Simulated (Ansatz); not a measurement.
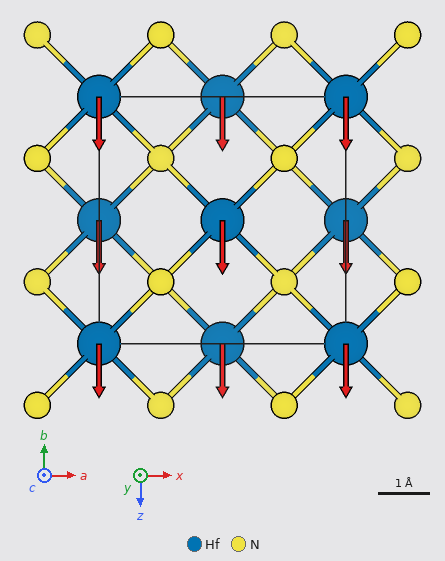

Crystalline HfN (F-43m): the whole Hf sublattice is shifted rigidly, along Cartesian [0 0 1], all else fixed. The picture shows the reference cell. The red arrows give the direction of positive displacement. The picture is a ball-and-stick view of the conventional cell (4 times the calculation's cell), seen along the c axis. Lengths and directions refer to the drawn axes.

All numbers below come from Ansatz, DFT r2SCAN, scalar-relativistic, plane waves, PAW. (plane-wave cutoff 500 eV; k-point mesh 16 × 16 × 16; occupations gaussian; smearing width 0.15 eV; no spin polarisation). Energies (free energies at the smearing named) are counted from the cell as listed in its source, which wasn't relaxed.

```
CELL_PARAMETERS angstrom
0.00000 2.45482 2.45482
2.45482 0.00000 2.45482
2.45482 2.45482 0.00000
ATOMIC_POSITIONS crystal
Hf 0.00000 0.00000 0.00000
N 0.75000 0.75000 0.75000
```

Question: What energies does the calculation give (the displacement: −0.1000, −0.0750, −0.0500, −0.0250, 0.0000, 0.0250, 0.0500, 0.0750, 0.0875, 0.1000 Å)?

Answer:
```csv
displacement (Å),energy change (meV/cell)
−0.1000,58.9
−0.0750,33.1
−0.0500,14.8
−0.0250,3.7
0.0000,0.0
0.0250,3.7
0.0500,14.8
0.0750,33.1
0.0875,45.1
0.1000,58.9
```

Points that are alike by symmetry were computed once.

Of the computed points the lowest is at the displacement 0.00 Å, 0.0 meV/cell. The end points stand at 58.9 meV/cell (−0.10 Å) and 58.9 meV/cell (0.10 Å). The curvature at zero is about 12 eV/Å² per cell. The well is symmetric. At the highest point the shortest interatomic distance is 2.07 Å, against 2.13 Å in the reference. The distortion takes the space group from F-43m to Imm2.
